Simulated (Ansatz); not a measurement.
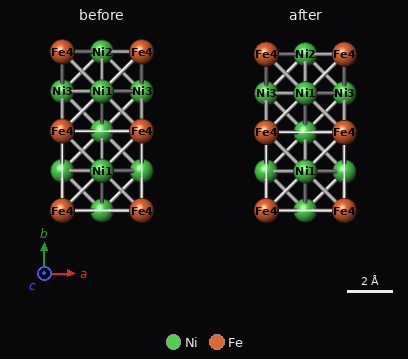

The structure of solid FeNi3 (set up in Pm-3m) before (left) and after (right) a relaxation, at one scale.

A ball-and-stick model of the cell of the calculation, repeated 1 × 2 × 1 with one cell outlined, seen along the c axis.

The run lets cell and atoms move.

These are results of Kohn-Sham DFT of a periodic cell, PBEsol, Ansatz PAW (Ansatz), not measurements.

The input:
```yaml
crystal:
  lattice:
    - [3.545, 0.0, 0.0]
    - [0.0, 3.545, 0.0]
    - [0.0, 0.0, 3.545]
  atoms:
    - { symbol: Ni, position: [0.5, 0.5, 0.0], spin: 1.0 }
    - { symbol: Ni, position: [0.5, 0.0, 0.5], spin: 1.0 }
    - { symbol: Ni, position: [0.0, 0.5, 0.5], spin: 1.0 }
    - { symbol: Fe, position: [0.0, 0.0, 0.0], spin: 3.0 }
hamiltonian:
  xc: pbesol
  pseudopotentials: { kind: paw }
magnetization:
  spin_polarized: true
kpoints:
  mp_grid: { grid: [8, 8, 8] }
scf:
  occupations: { method: fermi_dirac, width: 0.05 }
output:
  forces: true
  stress: true
  eigenvalues: true
relax:
  f_tol: 0.01
  max_steps: 40
  cell: { stress_tol: 0.05 }
```

Run as
```bash
ansatz run input.yaml --threads 2 --pin off --max-ram 5632MiB --backend cpu --events-out ev --progress --plain --runs-dir out
```

**What changed between the two?**

The atoms keep their places relative to the cell (all moves are under 0.005 Å). Cell: a = b = c 3.545 → 3.489 Å (−1.6 %). Volume −4.7 %. Near-neighbour distances that change, for instance: Ni1–Fe4 2.507 → 2.467 Å, Ni1–Ni2 2.507 → 2.467 Å. The space group stays Pm-3m (No. 221). The energy falls by 16.1 meV per atom in 3 accepted moves (4 points after the start). All forces vanish by symmetry, so only the cell relaxes. The pressure goes from −9.44 to 0.01 GPa. The SCF was repeated once at an unchanged geometry on a basis and grid sized afresh for the cell, which shifted the energy by 0.2 meV per atom at most. The run took 25 s on 2 threads of Intel(R) Xeon(R) Platinum 8488C (Sapphire Rapids), on a shared host, peak memory 0.47 GiB.

Limits of the set-up: only the magnetic order of this start and cell was tried (total moment 4.7 μB per cell).
